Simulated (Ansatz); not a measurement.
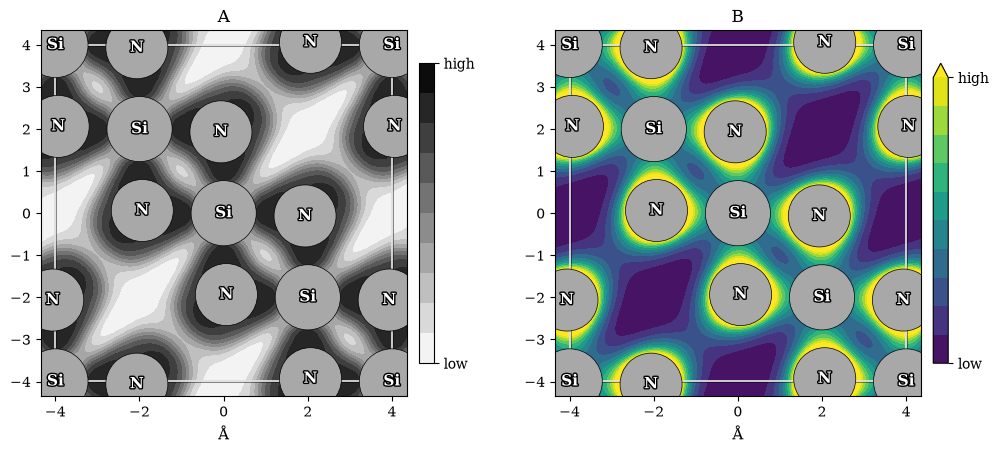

Si$_{3}$N$_{4}$: 2 fields on the (100) plane of the conventional cell, with unlabelled colour scales. Grey discs cover the atomic cores.

Space group Fd-3m; a structure from a database of computed crystals, not necessarily the ambient phase; changed on purpose from its base cell (volume × 1.10, shape and atoms relaxed); computed pressure about −24 GPa in this cell.

The calculation used Ansatz, DFT PBEsol, scalar-relativistic, plane waves, PAW.

Q: Which field does each panel show? The fields are: electron localisation function and valence pseudo-density.

A: Panel A: electron localisation function. Panel B: valence pseudo-density. From the grid: Si–N (1.94 Å): ρ at the midpoint is about 0.76 e/Å³; the ELF peaks at about 0.90 between the atoms.
